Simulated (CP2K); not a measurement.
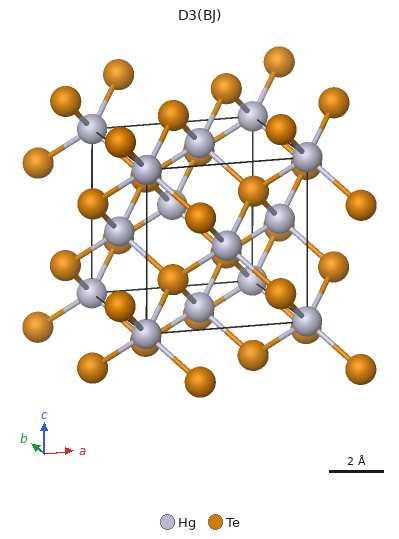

Solid HgTe (set up in F-43m), relaxed (cell and atoms) with several dispersion corrections. The picture shows the result with D3(BJ). The picture is a ball-and-stick view of the larger cell on standard axes (4 times the calculation's cell), seen slightly off an axis.

Computed with CP2K 2026.2: RPBE, GTH-PBE with UZH-DZVP basis. Set-up: k-point mesh 6 × 6 × 6; occupations fermi-dirac; smearing width 0.05 eV; optimiser BFGS; no spin polarisation.

| dispersion correction | volume (Å³/atom) | a (Å) | b (Å) |
| --- | --- | --- | --- |
| D3(BJ) | 31.659 | 6.323 | 6.336 |
| D3 | 36.481 | 6.642 | 6.617 |
| none | 38.758 | 6.784 | 6.742 |
| D4 | 35.256 | 6.564 | 6.547 |
| D3(BJ)+ATM | ? | ? | ? |

One row is withheld. What does the calculation give there?

Answer. With D3(BJ)+ATM the volume falls between D3(BJ) (31.659) and D4 (35.256). The calculation gives 31.739 Å³/atom (a = 6.328 Å, b = 6.341 Å). In order of volume: D3(BJ) < D3(BJ)+ATM < D4 < D3 < none; the spread is 22.4 %.

Each member starts from this one structure; whether another phase lies lower wasn't checked.
